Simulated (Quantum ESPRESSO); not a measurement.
System: HgTe, space group F-43m (No. 216).

Structure:
```yaml
crystal:
  lattice:
    - [0.00000, 3.21450, 3.21450]
    - [3.21450, 0.00000, 3.21450]
    - [3.21450, 3.21450, 0.00000]
  atoms:
    - { symbol: Hg, position: [0.00000, 0.00000, 0.00000] }
    - { symbol: Te, position: [0.75000, 0.75000, 0.75000] }
```

Method: plane-wave DFT, no spin polarisation; energies at scaled volumes of the given cell, shape and fractions fixed, counted from the fit's minimum, third-order Birch-Murnaghan fit (Quantum ESPRESSO 7.5). Level: LDA.

| setting | value |
| --- | --- |
| k mesh | 7×7×7 |
| occupations | Fermi–Dirac |
| smearing width | 0.05 eV |
| potentials | PseudoDojo 0.4.1 SR LDA standard |
| wave cutoff | 1088 eV |
| density cutoff | 4354 eV |

What does the calculation give for the energy and pressure against volume? The volume takes the values 31.22, 31.89, 32.55, 33.22, 33.88, 34.54, 35.21 Å³/atom.

A third-order Birch–Murnaghan fit gives V0 = 33.36 Å³/atom, B0 = 47.5 GPa and B′ = 5.2. The energy is 23.16 meV/atom at volume 31.22 Å³/atom and 13.65 meV/atom at 35.21 Å³/atom; the lowest computed point is at volume 33.22 Å³/atom (0.09 meV/atom). The pressure falls from 3.70 GPa at volume 31.22 Å³/atom to −2.25 GPa at 35.21 Å³/atom, and changes sign near 33.35 Å³/atom.

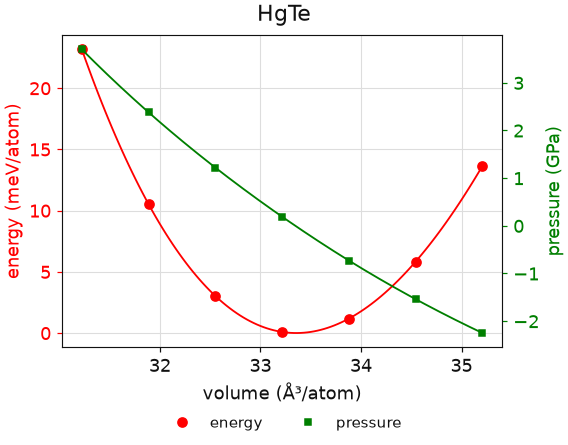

Caveats: spin-orbit coupling left out, heavy elements.
